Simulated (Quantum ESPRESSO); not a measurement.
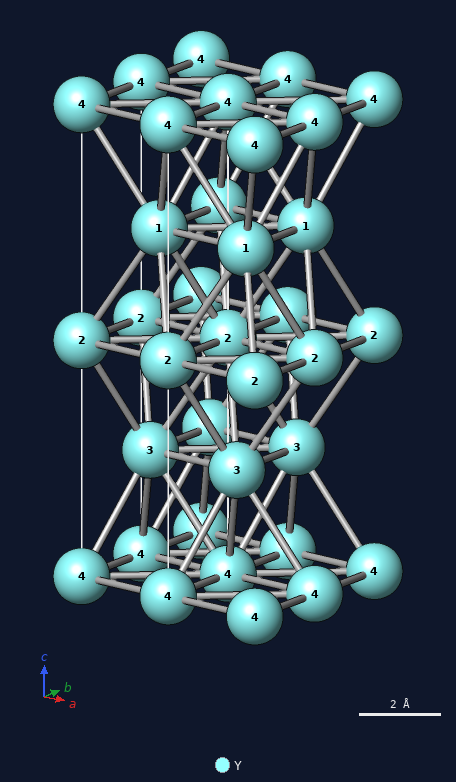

Figure 1. The structure (ball-and-stick view of the cell of the calculation, repeated 2 × 2 × 1, seen slightly off an axis; atoms are numbered from 1 in the order of the input). Near neighbours in the crystal (not all of them lie inside the picture): Y has 12 Y at 3.63 to 3.64 Å.

**Band-structure run, with input and output: Y (part 1 of 2)**

- system: Y (P6₃/mmc, 4 atoms in the cell)
- method: Kohn-Sham DFT of a periodic cell, AM05, PseudoDojo 0.4.1 SR PBE standard, no spin polarisation (Quantum ESPRESSO 7.5)

The structure derives from a Materials Project entry.

**The input**
```
&CONTROL
  calculation = 'scf'
  prefix = 'pwscf'
  outdir = './tmp'
  pseudo_dir = './pseudo'
  tprnfor = .true.
  tstress = .true.
  disk_io = 'low'
/
&SYSTEM
  ibrav = 0
  nat = 4
  ntyp = 1
  ecutwfc = 72
  nbnd = 31
  input_dft = 'XC-000I-000I-120L-135L-000I-000I'
  occupations = 'smearing'
  smearing = 'fd'
  degauss = 0.00367493
/
&ELECTRONS
  conv_thr = 8d-10
  electron_maxstep = 120
  mixing_beta = 0.5
/
ATOMIC_SPECIES
Y     88.9058 Y.upf
CELL_PARAMETERS angstrom
   3.6425441402    0.0000000000    0.0000000000
  -1.8212720701    3.1545357598    0.0000000000
   0.0000000000    0.0000000000   11.8441303500
ATOMIC_POSITIONS angstrom
Y      1.8212720703    1.0515119198    8.8830977625
Y      0.0000000000    0.0000000000    5.9220651750
Y     -0.0000000002    2.1030238400    2.9610325875
Y      0.0000000000    0.0000000000    0.0000000000
K_POINTS automatic
8 8 3 0 0 0
```

**File bands.in**
```
&CONTROL
  calculation = 'bands'
  prefix = 'pwscf'
  outdir = './tmp'
  pseudo_dir = './pseudo'
  disk_io = 'low'
  verbosity = 'high'
/
&SYSTEM
  ibrav = 0
  nat = 4
  ntyp = 1
  ecutwfc = 72
  nbnd = 31
  input_dft = 'XC-000I-000I-120L-135L-000I-000I'
  occupations = 'smearing'
  smearing = 'fd'
  degauss = 0.00367493
/
&ELECTRONS
  conv_thr = 1d-08
  electron_maxstep = 120
  mixing_beta = 0.5
  diago_full_acc = .true.
/
ATOMIC_SPECIES
Y     88.9058 Y.upf
CELL_PARAMETERS angstrom
   3.6425441402    0.0000000000    0.0000000000
  -1.8212720701    3.1545357598    0.0000000000
   0.0000000000    0.0000000000   11.8441303500
ATOMIC_POSITIONS angstrom
Y      1.8212720703    1.0515119198    8.8830977625
Y      0.0000000000    0.0000000000    5.9220651750
Y     -0.0000000002    2.1030238400    2.9610325875
Y      0.0000000000    0.0000000000    0.0000000000
K_POINTS crystal
60
 0.0000000000  0.0000000000  0.0000000000 1
 0.0555555556  0.0000000000  0.0000000000 1
 0.1111111111  0.0000000000  0.0000000000 1
 0.1666666667  0.0000000000  0.0000000000 1
 0.2222222222  0.0000000000  0.0000000000 1
 0.2777777778  0.0000000000  0.0000000000 1
 0.3333333333  0.0000000000  0.0000000000 1
 0.3888888889  0.0000000000  0.0000000000 1
 0.4444444444  0.0000000000  0.0000000000 1
 0.5000000000  0.0000000000  0.0000000000 1
 0.4666666667  0.0666666667  0.0000000000 1
 0.4333333333  0.1333333333  0.0000000000 1
 0.4000000000  0.2000000000  0.0000000000 1
 0.3666666667  0.2666666667  0.0000000000 1
 0.3333333333  0.3333333333  0.0000000000 1
 0.3000000000  0.3000000000  0.0000000000 1
 0.2666666667  0.2666666667  0.0000000000 1
 0.2333333333  0.2333333333  0.0000000000 1
 0.2000000000  0.2000000000  0.0000000000 1
 0.1666666667  0.1666666667  0.0000000000 1
 0.1333333333  0.1333333333  0.0000000000 1
 0.1000000000  0.1000000000  0.0000000000 1
 0.0666666667  0.0666666667  0.0000000000 1
 0.0333333333  0.0333333333  0.0000000000 1
 0.0000000000  0.0000000000  0.0000000000 1
 0.0000000000  0.0000000000  0.2500000000 1
 0.0000000000  0.0000000000  0.5000000000 1
 0.0555555556  0.0000000000  0.5000000000 1
 0.1111111111  0.0000000000  0.5000000000 1
 0.1666666667  0.0000000000  0.5000000000 1
 0.2222222222  0.0000000000  0.5000000000 1
 0.2777777778  0.0000000000  0.5000000000 1
 0.3333333333  0.0000000000  0.5000000000 1
 0.3888888889  0.0000000000  0.5000000000 1
 0.4444444444  0.0000000000  0.5000000000 1
 0.5000000000  0.0000000000  0.5000000000 1
 0.4666666667  0.0666666667  0.5000000000 1
 0.4333333333  0.1333333333  0.5000000000 1
 0.4000000000  0.2000000000  0.5000000000 1
 0.3666666667  0.2666666667  0.5000000000 1
 0.3333333333  0.3333333333  0.5000000000 1
 0.3076923077  0.3076923077  0.5000000000 1
 0.2820512821  0.2820512821  0.5000000000 1
 0.2564102564  0.2564102564  0.5000000000 1
 0.2307692308  0.2307692308  0.5000000000 1
 0.2051282051  0.2051282051  0.5000000000 1
 0.1794871795  0.1794871795  0.5000000000 1
 0.1538461538  0.1538461538  0.5000000000 1
 0.1282051282  0.1282051282  0.5000000000 1
 0.1025641026  0.1025641026  0.5000000000 1
 0.0769230769  0.0769230769  0.5000000000 1
 0.0512820513  0.0512820513  0.5000000000 1
 0.0256410256  0.0256410256  0.5000000000 1
 0.0000000000  0.0000000000  0.5000000000 1
 0.5000000000  0.0000000000  0.5000000000 1
 0.5000000000  0.0000000000  0.2500000000 1
 0.5000000000  0.0000000000  0.0000000000 1
 0.3333333333  0.3333333333  0.0000000000 1
 0.3333333333  0.3333333333  0.2500000000 1
 0.3333333333  0.3333333333  0.5000000000 1
```

Machine: 1 thread of Arm Neoverse V1, 24 GiB of memory available, shared host.

Command:
```bash
OMP_NUM_THREADS=1 pw.x -in pw.in > pw.out
OMP_NUM_THREADS=1 pw.x -in bands.in > bands.out
```

**What the program printed**
```
This program is part of the open-source Quantum ESPRESSO suite
     for quantum simulation of materials; please cite
         "P. Giannozzi et al., J. Phys.:Condens. Matter 21 395502 (2009);
         "P. Giannozzi et al., J. Phys.:Condens. Matter 29 465901 (2017);
         "P. Giannozzi et al., J. Chem. Phys. 152 154105 (2020);
          URL
     in publications or presentations arising from this work. More details at

     IMPORTANT: XC functional enforced from input :
     Exchange-correlation= XC-000I-000I-120L-135L-000I-000I
                           (   0   0 120 135   0   0   0)
     Any further DFT definition will be discarded
     Please, verify this is what you really want

     Message from routine setup:
     using ibrav=0 with symmetry is DISCOURAGED, use correct ibrav instead

     G-vector sticks info
     --------------------
     sticks:   dense  smooth     PW     G-vecs:    dense   smooth      PW
     Sum         955     955    265                75823    75823   11477

     Using Slab Decomposition

     bravais-lattice index     =            0
     lattice parameter (alat)  =       6.8834  a.u.
     unit-cell volume          =     918.4173 (a.u.)^3
     number of atoms/cell      =            4
     number of atomic types    =            1
     number of electrons       =        44.00
     number of Kohn-Sham states=           31
     kinetic-energy cutoff     =      72.0000  Ry
     charge density cutoff     =     288.0000  Ry
     scf convergence threshold =      8.0E-10
     mixing beta               =       0.5000
     number of iterations used =            8  plain     mixing
     Exchange-correlation= XC-000I-000I-120L-135L-000I-000I
                           (   0   0 120 135   0   0   0)

     celldm(1)=   6.883411  celldm(2)=   0.000000  celldm(3)=   0.000000
     celldm(4)=   0.000000  celldm(5)=   0.000000  celldm(6)=   0.000000

     crystal axes: (cart. coord. in units of alat)
               a(1) = (   1.000000   0.000000   0.000000 )
               a(2) = (  -0.500000   0.866025   0.000000 )
               a(3) = (   0.000000   0.000000   3.251609 )

     reciprocal axes: (cart. coord. in units 2 pi/alat)
               b(1) = (  1.000000  0.577350 -0.000000 )
               b(2) = (  0.000000  1.154701  0.000000 )
               b(3) = (  0.000000 -0.000000  0.307540 )

     PseudoPot. # 1 for Y  read from file:
     Y.upf
     Pseudo is Norm-conserving + core correction, Zval = 11.0
     Generated using ONCVPSP code by D. R. Hamann
     Using radial grid of 1766 points,  6 beta functions with:
                l(1) =   0
                l(2) =   0
                l(3) =   1
                l(4) =   1
                l(5) =   2
                l(6) =   2

     atomic species   valence    mass     pseudopotential
     Y                11.00    88.90580     Y ( 1.00)

     24 Sym. Ops., with inversion, found (12 have fractional translation)

   Cartesian axes

     site n.     atom                  positions (alat units)
         1        Y      tau(   1) = (   0.5000000   0.2886751   2.4387070  )
         2        Y      tau(   2) = (   0.0000000   0.0000000   1.6258046  )
         3        Y      tau(   3) = (  -0.0000000   0.5773503   0.8129023  )
         4        Y      tau(   4) = (   0.0000000   0.0000000   0.0000000  )

     number of k points=    20  Fermi-Dirac smearing, width (Ry)=  0.0037
                       cart. coord. in units 2pi/alat
        k(    1) = (   0.0000000   0.0000000   0.0000000), wk =   0.0104167
        k(    2) = (   0.0000000   0.0000000   0.1025133), wk =   0.0208333
        k(    3) = (   0.0000000   0.1443376   0.0000000), wk =   0.0625000
        k(    4) = (   0.0000000   0.1443376   0.1025133), wk =   0.1250000
        k(    5) = (   0.0000000   0.2886751   0.0000000), wk =   0.0625000
        k(    6) = (   0.0000000   0.2886751   0.1025133), wk =   0.1250000
        k(    7) = (   0.0000000   0.4330127   0.0000000), wk =   0.0625000
        k(    8) = (   0.0000000   0.4330127   0.1025133), wk =   0.1250000
        k(    9) = (   0.0000000  -0.5773503   0.0000000), wk =   0.0312500
        k(   10) = (   0.0000000  -0.5773503   0.1025133), wk =   0.0625000
        k(   11) = (   0.1250000   0.2165064   0.0000000), wk =   0.0625000
        k(   12) = (   0.1250000   0.2165064   0.1025133), wk =   0.1250000
        k(   13) = (   0.1250000   0.3608439   0.0000000), wk =   0.1250000
        k(   14) = (   0.1250000   0.3608439   0.1025133), wk =   0.2500000
        k(   15) = (   0.1250000   0.5051815   0.0000000), wk =   0.1250000
        k(   16) = (   0.1250000   0.5051815   0.1025133), wk =   0.2500000
        k(   17) = (   0.2500000   0.4330127   0.0000000), wk =   0.0625000
        k(   18) = (   0.2500000   0.4330127   0.1025133), wk =   0.1250000
        k(   19) = (   0.2500000   0.5773503   0.0000000), wk =   0.0625000
        k(   20) = (   0.2500000   0.5773503   0.1025133), wk =   0.1250000

     Dense  grid:    75823 G-vectors     FFT dimensions: (  40,  40, 128)

     WARNING: libxc functional with ID  120 depends
      on external parameters: check the user_guide of
      QE if you need to modify them or to check their
      default values.

     WARNING: libxc functional with ID  135 depends
      on external parameters: check the user_guide of
      QE if you need to modify them or to check their
      default values.

     Initial potential from superposition of free atoms

     starting charge      43.9821, renormalised to      44.0000
     Starting wfcs are   40 randomized atomic wfcs

     Self-consistent Calculation

     iteration #  1     ecut=    72.00 Ry     beta= 0.50
     Davidson diagonalization with overlap
     ethr =  1.00E-02,  avg # of iterations =  2.8

     Threshold (ethr) on eigenvalues was too large:
     Diagonalizing with lowered threshold

     Davidson diagonalization with overlap
     ethr =  4.11E-05,  avg # of iterations =  5.7

     total energy              =    -325.51991270 Ry
     estimated scf accuracy    <       0.03642090 Ry

     iteration #  2     ecut=    72.00 Ry     beta= 0.50
     Davidson diagonalization with overlap
     ethr =  8.28E-05,  avg # of iterations =  2.0

     total energy              =    -325.52299365 Ry
     estimated scf accuracy    <       0.00296670 Ry

     iteration #  3     ecut=    72.00 Ry     beta= 0.50
     Davidson diagonalization with overlap
     ethr =  6.74E-06,  avg # of iterations =  4.5

     total energy              =    -325.52316006 Ry
     estimated scf accuracy    <       0.00416074 Ry

     iteration #  4     ecut=    72.00 Ry     beta= 0.50
     Davidson diagonalization with overlap
     ethr =  6.74E-06,  avg # of iterations =  1.9

     total energy              =    -325.52369611 Ry
     estimated scf accuracy    <       0.00021969 Ry

     iteration #  5     ecut=    72.00 Ry     beta= 0.50
     Davidson diagonalization with overlap
     ethr =  4.99E-07,  avg # of iterations =  4.3

     total energy              =    -325.52372834 Ry
     estimated scf accuracy    <       0.00005433 Ry

     iteration #  6     ecut=    72.00 Ry     beta= 0.50
     Davidson diagonalization with overlap
     ethr =  1.23E-07,  avg # of iterations =  1.9

     total energy              =    -325.52372739 Ry
     estimated scf accuracy    <       0.00001066 Ry

     iteration #  7     ecut=    72.00 Ry     beta= 0.50
     Davidson diagonalization with overlap
     ethr =  2.42E-08,  avg # of iterations =  4.0

     total energy              =    -325.52373042 Ry
     estimated scf accuracy    <       0.00000104 Ry

     iteration #  8     ecut=    72.00 Ry     beta= 0.50
     Davidson diagonalization with overlap
     ethr =  2.36E-09,  avg # of iterations =  3.7

     total energy              =    -325.52373057 Ry
     estimated scf accuracy    <       0.00000006 Ry
```
